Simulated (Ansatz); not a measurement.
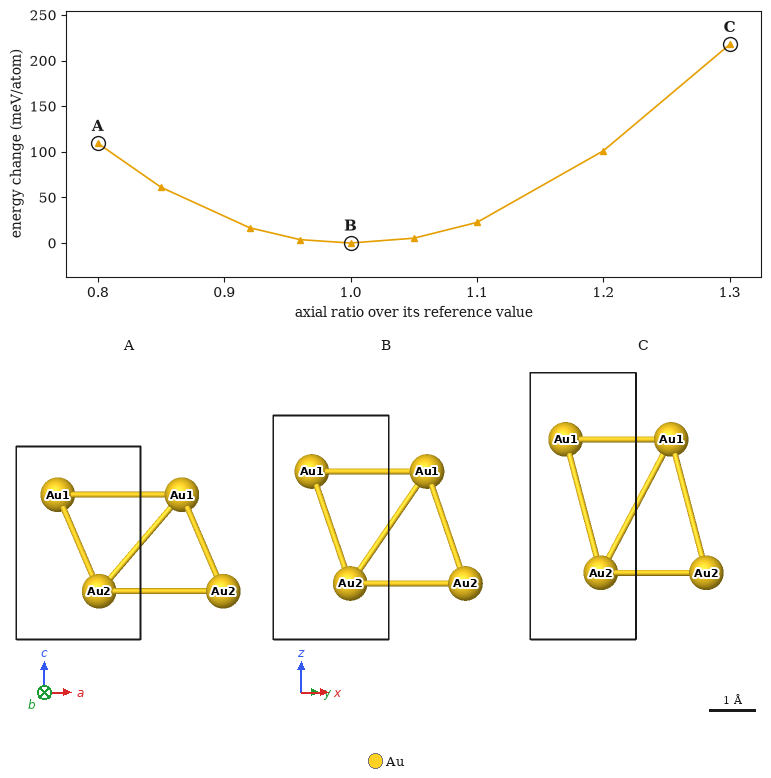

A scan of crystalline Au (P6_3/mmc): the ratio of the cell's length along z to its lengths across, counted as 1 for the reference, is changed at fixed volume (a c/a path), with the atoms kept at their fractional coordinates. x, y and z are the Cartesian axes of the input. The lettered frames are marked on the plot. Style: ball-and-stick. Shown: the cell of the calculation, repeated 2 × 2 × 1 with one cell outlined, along the b axis.

Method: DFT PBEsol, scalar-relativistic, plane waves, PAW (Ansatz 0.2.0). Settings: plane-wave cutoff 420 eV; k-point mesh 24 × 24 × 12; occupations gaussian; smearing width 0.15 eV; no spin polarisation. Energies (free energies at the smearing named) are counted from the cell as listed in its source, which wasn't relaxed.

Q: Read off the main features of the energy profile.

A: The lowest computed point lies at the relative ratio 1.00 (0.0 meV/atom). At the ends of the scan the energy is 109.3 meV/atom (0.80) and 217.6 meV/atom (1.30). The unrelaxed reference is under a pressure of −6.4 GPa. The distortion keeps the space group P6_3/mmc. At the relative ratio 1.30 the cell of the drawing goes a 2.900 → 2.657 Å, b 2.900 → 2.657 Å, c 4.880 → 5.813 Å.
